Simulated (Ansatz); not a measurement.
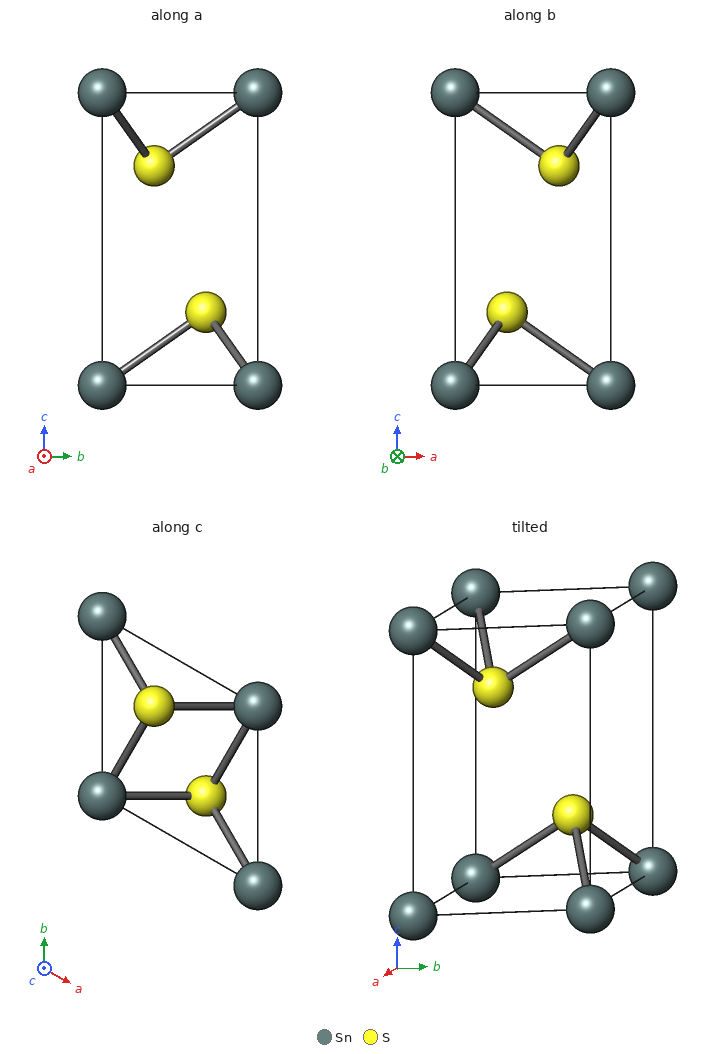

View along the a axis, along the b axis, along the c axis and slightly off an axis, drawn as a ball-and-stick model. The conventional unit cell is outlined; an atom on or near a face, edge or corner is repeated at each equivalent position.

Lattice parameters: a = 3.6241 Å, b = 3.6241 Å, c = 5.9022 Å, α = 90.000°, β = 90.000°, γ = 120.000°.

### Express the structure as a CIF in P1 with every atom of the cell.

```cif
data_structure
_symmetry_space_group_name_H-M 'P 1'
_symmetry_Int_Tables_number 1
_cell_length_a 3.6241
_cell_length_b 3.6241
_cell_length_c 5.9022
_cell_angle_alpha 90.000
_cell_angle_beta 90.000
_cell_angle_gamma 120.000
_cell_volume 67.14
loop_
_atom_site_label
_atom_site_type_symbol
_atom_site_fract_x
_atom_site_fract_y
_atom_site_fract_z
_atom_site_occupancy
Sn1 Sn 0.0000 0.0000 0.0000 1
S1 S 0.3333 0.6667 0.2498 1
S2 S 0.6667 0.3333 0.7502 1
```

The structure was taken from a structure type filled with these elements by a generator (whether the compound takes this form wasn't checked). The cell was then strained or its atoms displaced on purpose. An electronic-structure calculation with Ansatz was run on it.
